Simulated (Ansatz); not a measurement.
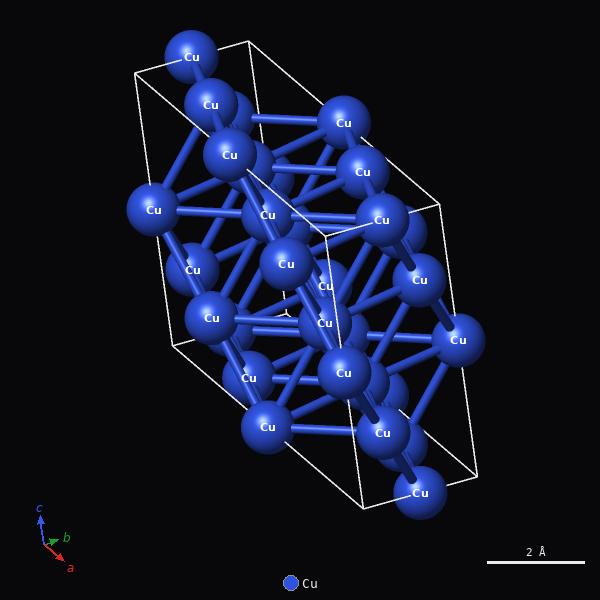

We look at a ball-and-stick model of the crystal slightly off an axis. The lines enclose the supercell; boundary atoms appear with their images. The host is Cu, in a cell of 16 sites, and the cell is neutral.

Question: Where does the cell differ from the host, and how?

Answer: A copper vacancy. Around the empty site lie twelve Cu at about 2.5 Å.

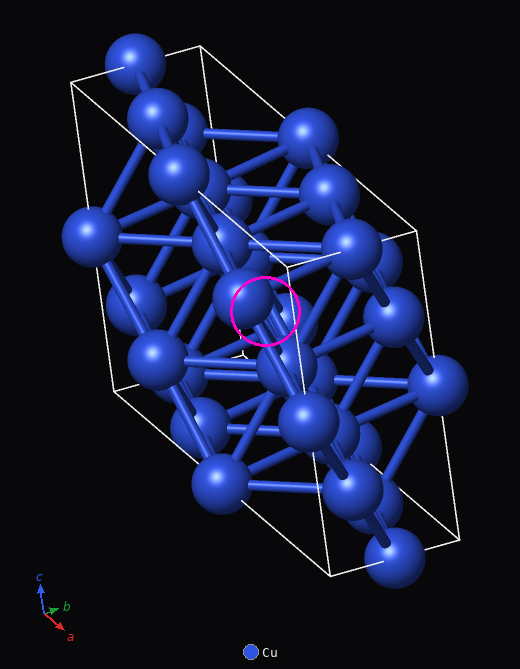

The same cell with a ring at the defect's site.

The atoms were relaxed in the host's cell with DFT PBE, scalar-relativistic, plane waves, PAW in Ansatz 0.2.0.
